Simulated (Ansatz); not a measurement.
Structure (in its standard cell), the input geometry of an electronic-structure calculation (not necessarily at equilibrium); the starting structure was generated, so it need not be a known form of this composition:

```cif
data_structure
_symmetry_space_group_name_H-M 'Im-3m'
_symmetry_Int_Tables_number 229
_cell_length_a 3.0539
_cell_length_b 3.0539
_cell_length_c 3.0539
_cell_angle_alpha 90.000
_cell_angle_beta 90.000
_cell_angle_gamma 90.000
_cell_volume 28.48
loop_
_atom_site_label
_atom_site_type_symbol
_atom_site_symmetry_multiplicity
_atom_site_Wyckoff_symbol
_atom_site_fract_x
_atom_site_fract_y
_atom_site_fract_z
_atom_site_occupancy
Ru1 Ru 2 a 0.00000 0.00000 0.00000 1
```

> What does the kinematic electron diffraction pattern along [001] look like at 300 kV (B = 0.8 Å²)?

The spots form a square net with both shortest vectors at d = 2.16 Å, 90.0° apart. They are 1 -1 0 and 1 1 0. The pattern has symmetry 4mm. The lattice centring (I) removes all reflections that break h + k + l = 2n.

Strongest reflections with d > 0.80 Å, one of each family (|F|² from tabulated Gaussian fits of the electron scattering factors, times a small damping for the curvature of the Ewald sphere):

```json
{"hkl": "1 1 0", "d (Å)": "2.159", "I (strongest = 100)": "100"}
{"hkl": "2 0 0", "d (Å)": "1.527", "I (strongest = 100)": "48"}
{"hkl": "2 2 0", "d (Å)": "1.080", "I (strongest = 100)": "17"}
{"hkl": "3 1 0", "d (Å)": "0.966", "I (strongest = 100)": "12"}
```

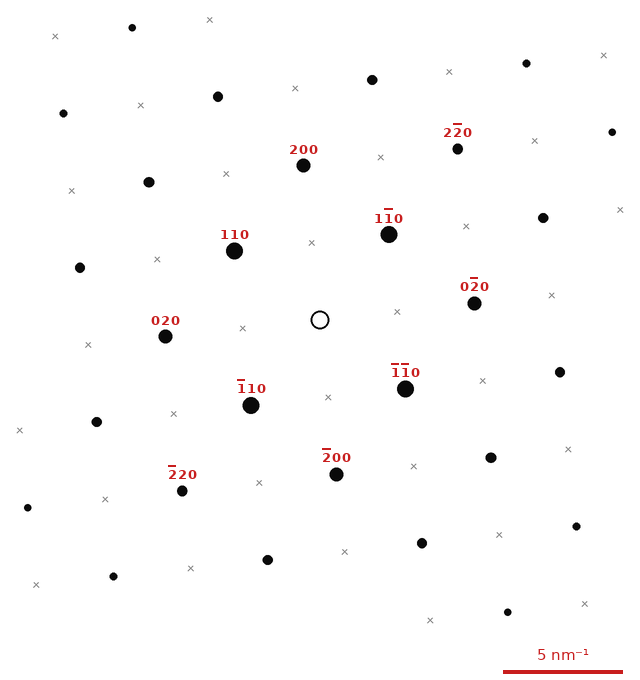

Calculated pattern, seen from the source side with [001] pointing towards the source; crosses mark the places of extinct reflections.
